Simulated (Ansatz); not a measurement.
**Run report: Li, band-structure calculation**

- system: Li (1 atom in the cell)
- method: DFT PBE, scalar-relativistic, plane waves, PAW, no spin polarisation (Ansatz 0.2.0)

The structure was made by a generator, so it may or may not be a known phase.

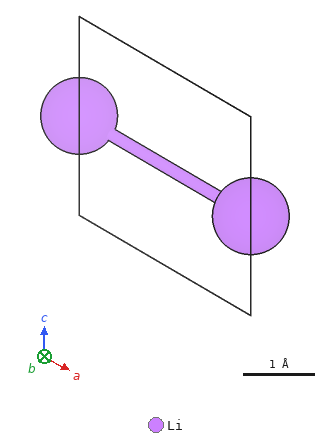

Fig. 1: The structure (ball-and-stick view of the cell of the calculation, along the b axis). Near neighbours in the crystal (not all of them lie inside the picture): Li has 8 Li at 2.98 Å.

**Key numbers**

| quantity | value |
| --- | --- |
| outcome | converged |
| space group (tolerance 0.01 Å) | I4/mmm (139) |
| electrons treated | 3 |
| free energy | −204.6881 eV |
| Fermi energy | 1.030 eV |
| gap on the k-point mesh | none (metallic) |
| pressure | −0.01 GPa |
| largest force (length of the vector) | under 0.001 eV/Å |
| hardware | 1 thread of Arm Neoverse V1, 24 GiB of memory available, shared host |
| wall time | 2.2 min |
| peak memory | 0.69 GiB |

**Input file**
```yaml
crystal:
  lattice:
    - [-1.7227693538, 1.7068202646, 1.7236276828]
    - [1.7227693538, -1.7068202646, 1.7236276828]
    - [1.7227693538, 1.7068202646, -1.7236276828]
  atoms:
    - { symbol: Li, position: [0.0, 0.5, 0.5] }
basis:
  ecutwfc: 420
kpoints:
  mp_grid: { grid: [24, 24, 24] }
  band_path:
    path:
      - [[0.0, 0.0, 0.0], [-0.5, -0.5, 0.5], [-0.49514818, -0.50485182, 0.50485182]]
      - [[0.49514818, -0.49514818, 0.49514818], [0.0, 0.0, 0.0], [-0.49975107, 0.49975107, 0.49975107]]
      - [[-0.50024893, -0.49975107, 0.50024893], [-0.5, -0.5, 0.5]]
      - [[0.0, 0.0, 0.0], [0.0, -0.5, 0.5], [-0.25, -0.25, 0.75], [-0.5, 0.0, 0.5], [0.0, 0.0, 0.0], [0.0, 0.0, 0.5], [-0.25, -0.25, 0.75]]
    npoints: 14
hamiltonian:
  xc: pbe
scf:
  occupations: { method: gaussian, width: 0.1 }
  n_extra_bands: 6
output:
  forces: true
  stress: true
  eigenvalues: true
  populations: true
  dos: { projected: true, de: 0.02, nscf_kmesh: { grid: [29, 29, 29] } }
  bader: true
  write_density: true
  write_potential: true
  elf: true
  volumetric_format: npy
```

Run as:
```bash
ansatz run input.yaml --threads 1 --pin off --max-ram 2560MiB --backend cpu --events-out ev --progress --plain --runs-dir out
```

**The program's output**
```
scf.n_extra_bands = 6 over 2 filled bands (N_el = 3.0): the run solves 8 bands
Engine: ansatz 0.2.0, aarch64-unknown-linux-gnu
Pseudopotentials: kind: paw
Pseudopotential: Li, paw, valence charge 3, recommended cutoff 420 eV (normal), Li.paw.azcp
Functional definition: PBE
  parameter kappa = 0.804
  parameter beta = 0.06672455060314922
  exchange = pbe_x(kappa = kappa, mu = beta*pi^2/3)
  correlation = pbe_c(beta = beta)
Crystal: 1 atoms, lattice volume = 20.273 Å³
Basis set: ecut = 420 eV, 381 PW (Γ), exchange–correlation on 40×40×40 points (8 copies of the dense FFT grid, shifted against one another)
Bands: 8, of which v1, the nominal top of the filled ones, is band 2 counted from 1 (1 counted from 0)
Symmetry: 8 space group operations
Space group: Immm (ITA 71), of the structure as read, at distance tolerance 2.7e-5 Å
k-points: 1963 of 13824
Non-local potential: Li, projectors of the file, l = 0: 3, l = 1: 2, l = 2: 1
PAW form: soft (Blöchl's): semilocal exchange-correlation on the pseudo side does not see the compensation charge
PAW one-centre angular grid: Li, 110 points (default); XC on 64 Gauss nodes
Initial density: superposition of atomic densities (neutral atoms: chi_scale 0, normalization atom), corrected by the library's trained network
Initial wavefunctions: pseudopotential atomic-orbital guess
Functional: x = pbe(κ = 0.804, μ = 0.2195149727645171), c = pbe(β = 0.06672455060314922)
SCF iter   1: F=—  HF=-204.688152 eV  |F-HF|=—  |Δ(HF+E_count)|=         —  Δρ=1.35e-4  dr2=2.76e-6  ethr=1.77e-3  ⟨swp⟩=4.1  Hψ=110243  notcnv=0  defer=359
preconditioner: auto → none  [metal: Δε(μ)=0.001 eV  Ē_g=13.745 eV  σ=0.100 eV  W_gap=0.00  n_scr=0 (ndim 8)  ℏωp=8.2 eV  f_vac=0.000  D(μ)=0.44/eV (n_scr^D=0)]
SCF iter   2: F=—  HF=-204.688139 eV  |F-HF|=—  |Δ(HF+E_count)|=   1.31e-5  Δρ=6.80e-5  dr2=6.98e-7  ethr=9.19e-8  ⟨swp⟩=2.0  Hψ=33773  notcnv=0  defer=617
iter 3 did not close the SCF: its close was put off for the readings that it lacked (scf_convergence_deferred on its scf_iter line)
SCF iter   3: F=-204.688139 eV  HF=-204.688139 eV  |F-HF|=8.99e-10  |Δ(HF+E_count)|=   1.52e-7  Δρ=5.12e-6  dr2=2.06e-9  ethr=2.33e-8  ⟨swp⟩=2.0  Hψ=15683  notcnv=0  defer=617
iter 4 did not close the SCF: its close was put off for the readings that it lacked (scf_convergence_deferred on its scf_iter line)
SCF iter   4: F=-204.688139 eV  HF=-204.688139 eV  |F-HF|=9.53e-11  |Δ(HF+E_count)|=   1.83e-9  Δρ=1.15e-6  dr2=1.70e-10  ethr=6.86e-11  ⟨swp⟩=2.0  Hψ=15689  notcnv=0  defer=617
iter 5 did not close the SCF: its close was put off for the readings that it lacked (scf_convergence_deferred on its scf_iter line)
SCF iter   5: F=-204.688139 eV  HF=-204.688139 eV  |F-HF|=1.65e-12  |Δ(HF+E_count)|=  5.64e-11  Δρ=1.91e-7  dr2=3.47e-12  ethr=5.68e-12  ⟨swp⟩=2.1  Hψ=15673  notcnv=0  defer=617
SCF iter   6: F=-204.688139 eV  HF=-204.688139 eV  |F-HF|=2.84e-14  |Δ(HF+E_count)|=  1.02e-12  Δρ=2.44e-9  dr2=8.12e-16  ethr=1.00e-12  ⟨swp⟩=5.0  Hψ=63742  notcnv=0
SCF 1 converged in 6 iterations: F = -204.688139 eV  dr2 = 8.12e-16
  greatest PAW one-centre occupation: 1.000 electrons in one spin orbital (limit 2), on the Li atom at site 0 (counted from 0), in its partial waves of l = 0
```

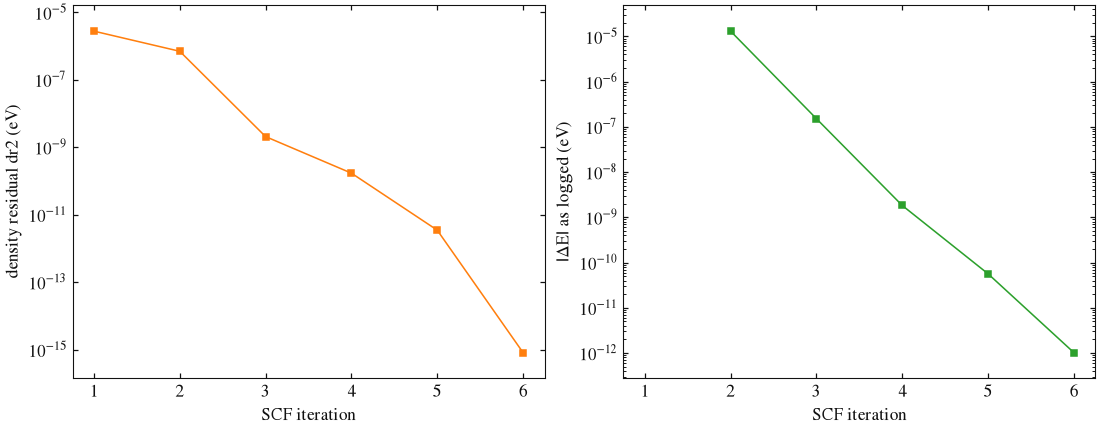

Fig. 2: Convergence of the self-consistent field: density residual dr2 and size of the energy change against the SCF iteration. The residual falls at every step.

```
NSCF: frozen V_eff on 158 k-points
NSCF: frozen V_eff on 3375 k-points
SCF converged after 6 iterations
Free energy (F): -204.688139 eV
Harris-Foulkes:  -204.688139 eV  (|F-HF|=2.84e-14)
Internal energy: -204.685947 eV  (E = F + TS)
E sigma→0 (E₀):  -204.687043 eV
Entropy (-TS):   -0.002191 eV (-2.191 meV/atom)
Fermi energy:    1.030464 eV
--- Per-component energies (eV) ---
  E_band       = -91.314859
  E_kinetic    = 21.200075
  E_local      = -132.165846  (includes V_loc(G=0)·N_el)
  E_nonlocal   = -33.243760
  E_hartree    = 39.243715
  E_xc         = -10.066803
  E_vxc        = -12.958587  (∫ρ·V_xc dr)
  E_paw        = -21.011217  (= ΣΔE_a)
  E_vpaw       = -12.634177  (= ΣTr[D̂ρ^β])
  E_aug_tail   = 0.000007  (compensation charges beyond the density's cutoff)
  E_ewald      = -68.642118
  E_smearing   = -0.002191  (= −TS)
  E_closure    = 0.000000  (closes the sum)
  Σ components = -204.688139   (vs F -204.688139, Δ=0.00e0)
--- Forces (eV/Å), atoms counted from 1 ---
  atom   1  Li     0.00000000    -0.00000000     0.00000000
  max |Σ_I F_I| component: 1.91e-30 eV/Å
--- Stress (GPa, compression-positive) ---
       -0.018252      -0.000000      -0.000000
       -0.000000       0.000728       0.000000
       -0.000000       0.000000      -0.019657
  P = ⅓ Tr σ = -0.0124 GPa (-0.124 kbar)
--- Band table (eV; the first three rows and the last of 1963) ---
  k-point 0: bands = ["-45.4922", "-2.5510", "15.6071", "15.6095", "15.6638", "20.2376", "20.4633", "20.4753"]
  k-point 1: bands = ["-45.4918", "-2.5180", "15.4210", "15.4265", "15.5784", "19.7754", "19.7892", "20.6207"]
  k-point 2: bands = ["-45.4909", "-2.4188", "14.7653", "14.9782", "15.3938", "18.7906", "18.9498", "20.4531"]
  k-point 1962: bands = ["-45.4597", "6.4687", "6.4797", "6.6862", "8.7296", "8.8625", "14.6049", "29.7490"]
--- Löwdin populations: 1 site ---
  site symbol       q [e]
     0     Li      2.9142
  spilling = 0.028588 (of n_electrons = 3.000000)
--- Bader charges: 1 site ---
  site symbol  charge [e]  shift [e] shared [e]
     0     Li      0.7910     0.0005     0.0000
  maxima off the nuclei: 6, with 0.7910 electrons
  on the straight line to a nucleus their density falls by 4.5e-2 of itself; PAW files or a low cutoff
  can make one that falls by little (a run on other files and one at a higher cutoff tell): if they did, read the shared
  charge, to which what the maxima have on the atom's side is counted
  estimated error of the sums over rays = 1.3e-3 e
```

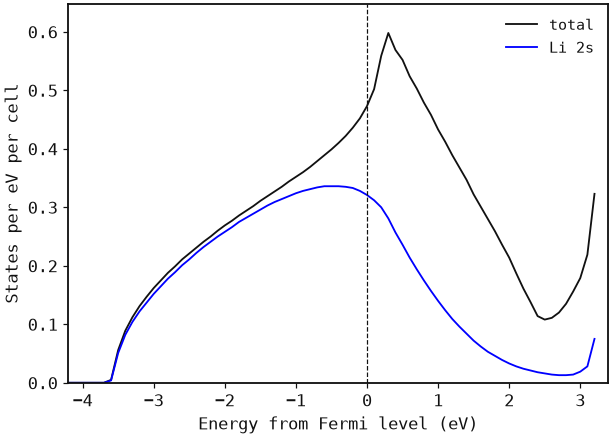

Fig. 3: Density of states (projected on Löwdin-orthogonalised atomic shells), with energies from the Fermi level. There are states at the Fermi level: a metal at this level of theory.

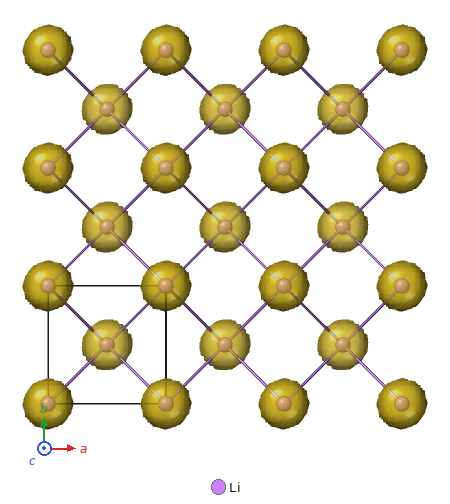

Fig. 4: Isosurface of the valence electron density at 0.1 e/Å³ (yellow), seen along the c axis. Sticks mark near contacts. The outline is the cell set on symmetry axes. At this value the density breaks into separate islands; it holds about 65 % of the electrons treated as valence (semicore included). It is pinched off along the Li–Li (2.98 Å) contacts. On the grid the lowest density along these lines, outside the cores, is 0.05 e/Å³ (Li–Li, 2.98 Å). Core electrons are frozen (PAW), so the fields are smoothed inside the atomic spheres.

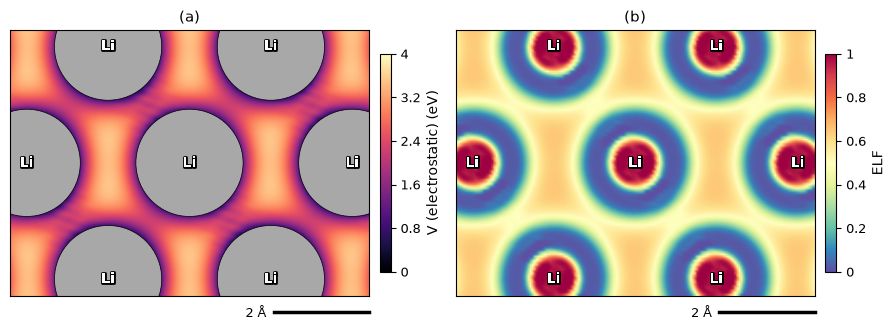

Fig. 5: (a) electrostatic potential (local pseudopotential plus Hartree) felt by an electron; (b) ELF on the (11̄0) plane of the conventional cell. Grey discs, where drawn, cover atomic cores. The plane passes through Li nuclei. The ELF has a maximum of about 0.65 in the space between the atoms. The strong features right at Li lie inside the PAW spheres (semicore, d or f shells) and say nothing about bonding. Outside the cores the potential energy rises away from the atoms and is highest about 1.8 Å from the nearest atoms; outside the discs it spans about 3 eV, and its zero is arbitrary.

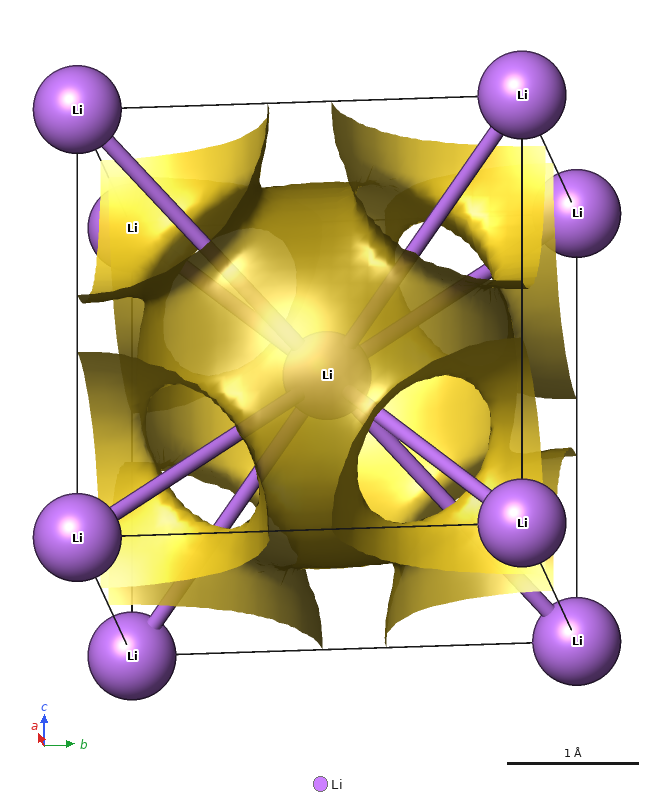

Fig. 6: Isosurface of the ELF at 0.6 (yellow), seen at an oblique angle. Core shells and regions of very low density are left out. Sticks mark near contacts. The outline is the cell set on symmetry axes. Along the contacts the grid gives the following. Li–Li (2.98 Å): the ELF is about 0.50 at the midpoint, which marks nearly free electrons, as in a simple metal.
